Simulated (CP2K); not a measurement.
# Energy of Sb along an even scaling of the cell

System: Sb (Fm-3m, 1 atom in the cell).
Method: Kohn-Sham DFT of a periodic cell, PBEsol, GTH-PBE with UZH-TZVP basis, no spin polarisation (CP2K 2026.2).

The 6 runs differ only in the geometry, by an even scaling of the cell at fixed fractional positions. The structure derives from a Materials Project entry.

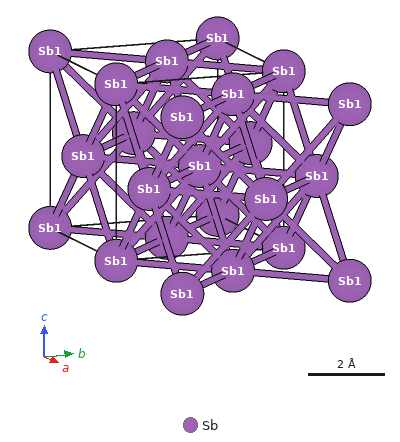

Figure 1. The structure of run 4 (ball-and-stick view of the cell 4 times as large as that of the calculation, set on its symmetry axes, repeated 2 × 1 × 1, seen slightly off an axis; atoms are numbered from 1 in the order of the input). An atom can appear more than once, as a periodic image.

## Input of run 4
```
&GLOBAL
  PROJECT sb_eos
  RUN_TYPE ENERGY_FORCE
  PRINT_LEVEL LOW
&END GLOBAL
&FORCE_EVAL
  METHOD QS
  STRESS_TENSOR ANALYTICAL
  &DFT
    BASIS_SET_FILE_NAME BASIS_MOLOPT_UZH
    POTENTIAL_FILE_NAME POTENTIAL_UZH
    WFN_RESTART_FILE_NAME previous-RESTART.kp
    &MGRID
      CUTOFF 450
      REL_CUTOFF 60
      NGRIDS 5
    &END MGRID
    &QS
      METHOD GPW
      EPS_DEFAULT 1.0E-10
    &END QS
    &KPOINTS
      SCHEME MONKHORST-PACK 10 10 10
      GAMMA_CENTERED T
      SYMMETRY T
      SYMMETRY_BACKEND SPGLIB
    &END KPOINTS
    &SCF
      SCF_GUESS RESTART
      EPS_SCF 1.0E-6
      MAX_SCF 100
      ADDED_MOS 8
      CHOLESKY OFF
      EPS_EIGVAL 1.0E-7
      &DIAGONALIZATION ON
        ALGORITHM STANDARD
      &END DIAGONALIZATION
      &MIXING ON
        METHOD BROYDEN_MIXING
        ALPHA 0.4
        BETA 1.5
        NBUFFER 8
      &END MIXING
      &SMEAR ON
        METHOD FERMI_DIRAC
        ELECTRONIC_TEMPERATURE 580.23
      &END SMEAR
    &END SCF
    &XC
      &XC_FUNCTIONAL
        &GGA_X_PBE_SOL
        &END GGA_X_PBE_SOL
        &GGA_C_PBE_SOL
        &END GGA_C_PBE_SOL
      &END XC_FUNCTIONAL
    &END XC
    &PRINT
      &KPOINTS ON
      &END KPOINTS
      &MULLIKEN ON
      &END MULLIKEN
      &MO ON
        ENERGIES T
        OCCUPATION_NUMBERS T
        &EACH
          QS_SCF 0
        &END EACH
        ADD_LAST NUMERIC
      &END MO
    &END PRINT
  &END DFT
  &SUBSYS
    &CELL
      A 3.3756522149 0.0000000000 0.0000000000
      B 1.6878261075 2.9234005725 0.0000000000
      C 1.6878261075 0.9744668575 2.7562084919
      PERIODIC XYZ
    &END CELL
    &COORD
      SCALED
      Sb  0.0000000000 0.0000000000 0.0000000000
    &END COORD
    &KIND Sb
      BASIS_SET TZVP-MOLOPT-PBE-GTH-q5
      POTENTIAL GTH-PBE-q5
    &END KIND
    &PRINT
      &ATOMIC_COORDINATES ON
      &END ATOMIC_COORDINATES
      &CELL ON
      &END CELL
      &SYMMETRY ON
      &END SYMMETRY
    &END PRINT
  &END SUBSYS
  &PRINT
    &FORCES ON
    &END FORCES
    &STRESS_TENSOR ON
    &END STRESS_TENSOR
  &END PRINT
&END FORCE_EVAL
```

Command:
```bash
OMP_NUM_THREADS=1 cp2k.psmp -i sb_eos.inp -o sb_eos.out
```

Lattice vectors (Å) and fractional positions of run 4:
```
   3.375652    0.000000    0.000000
   1.687826    2.923401    0.000000
   1.687826    0.974467    2.756208
Sb  0.000000  0.000000  0.000000
```

Run 3 differs from it as follows:
```diff
-      A 3.3756522149 0.0000000000 0.0000000000
-      B 1.6878261075 2.9234005725 0.0000000000
-      C 1.6878261075 0.9744668575 2.7562084919
+      A 3.3309363245 0.0000000000 0.0000000000
+      B 1.6654681623 2.8846754754 0.0000000000
+      C 1.6654681623 0.9615584918 2.7196981202
```

## Results, with one run withheld

| run | volume per atom (Å³) | free energy per atom, from the lowest run given (meV) | pressure (GPa) |
| --- | --- | --- | --- |
| 1 | 25.066 | 48.99 | 6.96 |
| 2 | 25.599 | 28.91 | 5.14 |
| 3 | 26.133 | ? | ? |
| 4 | 27.199 | 0.44 | 0.76 |
| 5 | 27.733 | 0.00 | −0.48 |
| 6 | 28.266 | 3.52 | −1.62 |

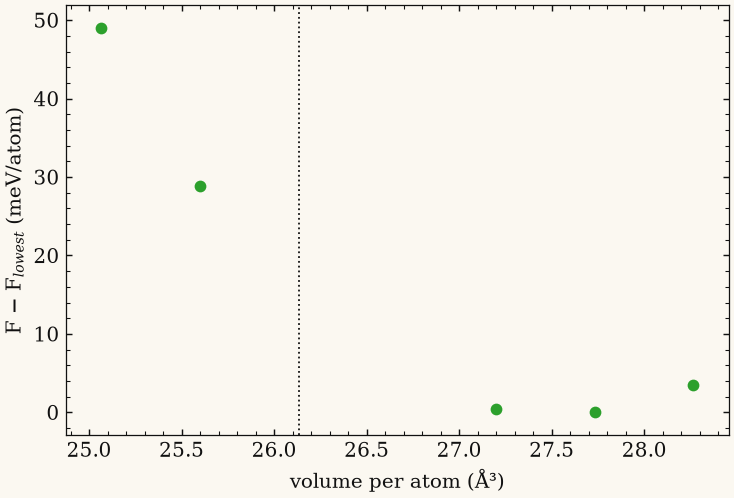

Figure 2. Free energy per atom of the runs given; the dotted line marks run 3.

Estimate the energy of run 3 from the others.

A cubic polynomial in V^(−2/3) (the Birch–Murnaghan form), fitted to the 5 runs given, misses them by at most 0.02 meV per atom. With x = V^(−2/3) − 0.11187 Å⁻², it reads F = 4.3458 + 4311.2 x + 9.9536e+05 x² − 1.5042e+06 x³ (meV per atom). At run 3 it gives 14.43 meV per atom, and the run itself gives 14.51. The slope of the fit gives a pressure −dF/dV of 3.55 GPa there, and the run prints 3.54 GPa. The fit has its minimum at 27.517 Å³ per atom, where V d²F/dV² gives 62.6 GPa: the bulk modulus at this level, since symmetry fixes the shape and the positions.

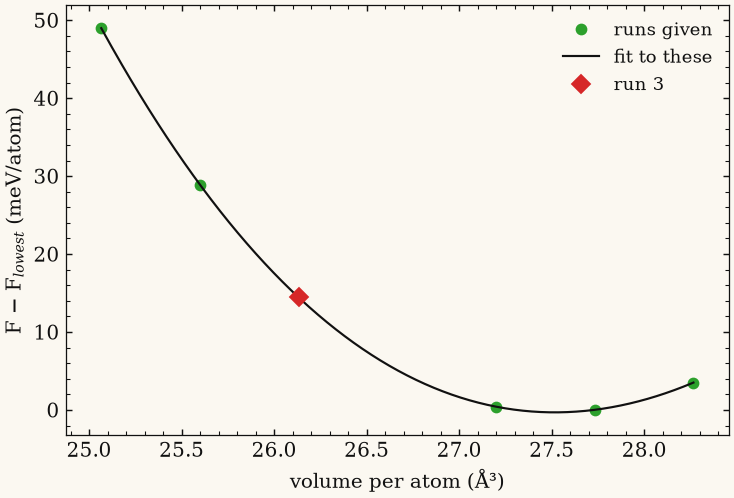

Figure 3. The fit and the withheld run.

## Some lines of the output (run 3)
```
[...]
 CELL| Volume [angstrom^3]:                                            26.132683
 CELL_REF| Volume [angstrom^3]:                                        26.132683
                        Smear method:                                FERMI_DIRAC
  Step     Update method      Time    Convergence         Total energy    Change
  Fermi energy:                                                 0.25081638267355
  Total energy:                                                -5.51086450517505
  Total energy (extrapolated to T->0):                         -5.51073793609758
 MO| E(Fermi):            0.250816 a.u.          6.825061 eV
 MO| Band gap:            0.131566 a.u.          3.580094 eV
 MO| Band gap:            0.159466 a.u.          4.339293 eV
```
